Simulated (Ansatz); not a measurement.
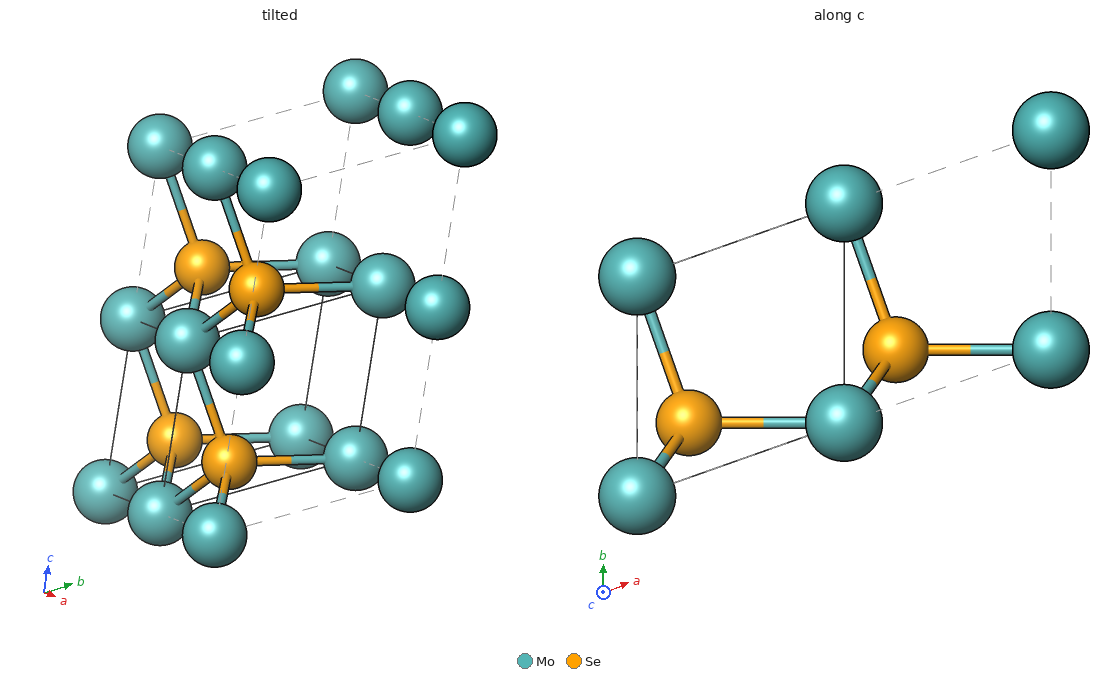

Figure: ball-and-stick view slightly off an axis and along the c axis. The structure is repeated 2×1×2 times; solid lines mark one simulation cell.

The program read this input:
```yaml
crystal:
  lattice:
    - [0.0, 2.840519146, 2.840519146]
    - [2.840519146, 0.0, 2.840519146]
    - [2.840519146, 2.840519146, 0.0]
  atoms:
    - { symbol: Mo, position: [0.0, 0.0, 0.0], spin: 0.5 }
    - { symbol: Se, position: [0.25, 0.25, 0.25] }
basis:
  ecutwfc: 420
  ecutrho_ratio: 4
kpoints:
  mp_grid: { grid: [10, 10, 10] }
hamiltonian:
  xc: pbe
scf:
  occupations: { method: gaussian, width: 0.05 }
output:
  forces: true
  stress: true
  eigenvalues: true
  populations: true
magnetization:
  spin_polarized: true
```
Run as:
```sh
ansatz run input.yaml --threads 2 --pin off --max-ram 2662MiB --backend cpu --events-out ev --progress --plain --runs-dir out
```

All computed values are from DFT PBE, scalar-relativistic, plane waves, PAW (Ansatz). Settings: plane waves to 420 eV, the zone sampled with 10×10×10 points, Gaussian smearing of 0.05 eV, collinear spins.

### What is the band gap, if any?

A metal: bands cross the Fermi level.

### What is the pressure at this volume?

The computed pressure is -0.1 GPa, close to zero.

### Is there any magnetisation?

Yes: the net moment is 1.2 μB and the absolute magnetisation 1.2 μB for the cell drawn.

The cell started as a structure type filled with these elements by a generator (whether the compound takes this form wasn't checked). Earlier steps of the study, as a rule a relaxation of our own, may have changed the cell and positions, so they can lie some per cent off the listed ones. It went into a calculation with Ansatz.
